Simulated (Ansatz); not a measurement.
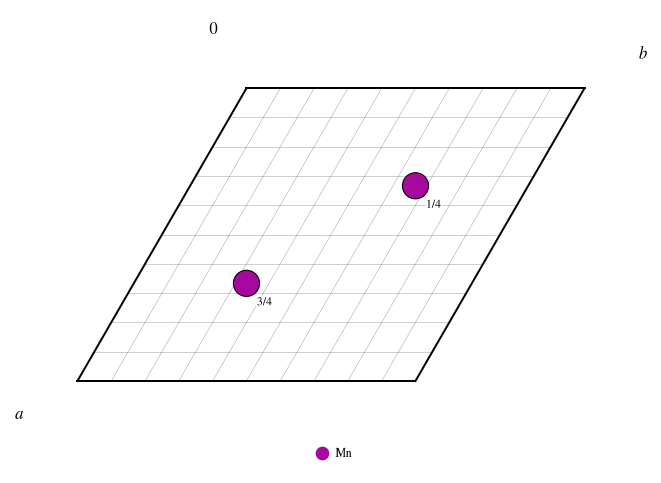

Plan of a unit cell projected along c (a down the page, b across); the numbers are heights as fractions of c, and atoms on the cell's edges are repeated. The grid marks tenths of a and b. Source: the input geometry of an electronic-structure calculation (not necessarily at equilibrium); the starting structure was generated, so it need not be a known form of this composition. Symmetry computed with spglib at a tolerance of 0.002 Å; standard conventional cell.

a = 2.433 Å, b = 2.433 Å, c = 3.922 Å, α = 90.00°, β = 90.00°, γ = 120.00°.

### What does the cell contain?

2 Mn: Mn, Z = 2.

### Give the fractional coordinates of all atoms, to two places.

```csv
atom,x,y,z
Mn,0.67,0.33,0.75
Mn,0.33,0.67,0.25
```
